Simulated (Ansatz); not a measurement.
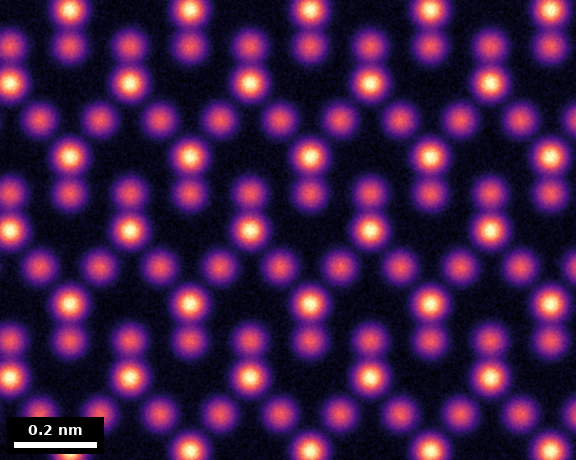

Dark-field STEM-like image of Mo (Pm-3n, No. 223). Simulation: incoherent imaging, intensity Z^1.7 per atom, probe width 0.50 Å, thin sample. The display is stretched by a gamma of 0.65; percentages refer to the linear signal. Shot noise was added. Model: the input geometry of an electronic-structure calculation (not necessarily at equilibrium); the starting structure was generated, so it need not be a known form of this composition.

```
CELL_PARAMETERS angstrom
5.05883 0.00000 0.00000
0.00000 5.05883 0.00000
0.00000 0.00000 5.05883
ATOMIC_POSITIONS crystal
Mo 0.00000 0.00000 0.00000
Mo 0.50000 0.50000 0.50000
Mo 0.25000 0.00000 0.50000
Mo 0.75000 0.00000 0.50000
Mo 0.50000 0.25000 0.00000
Mo 0.50000 0.75000 0.00000
Mo 0.00000 0.50000 0.25000
Mo 0.00000 0.50000 0.75000
```

Q: Which beam direction gives this image, [221], [211], [001] or [210]? (Directions equivalent by symmetry count as one.)

A: [211]. The projected cells are 2.38 × 3.77 Å, 108° for [221]; 2.92 × 3.58 Å, 90° for [211]; 5.06 × 5.06 Å, 90° for [001]; 2.26 × 5.06 Å, 90° for [210], and the image repeats as the [211] one does.
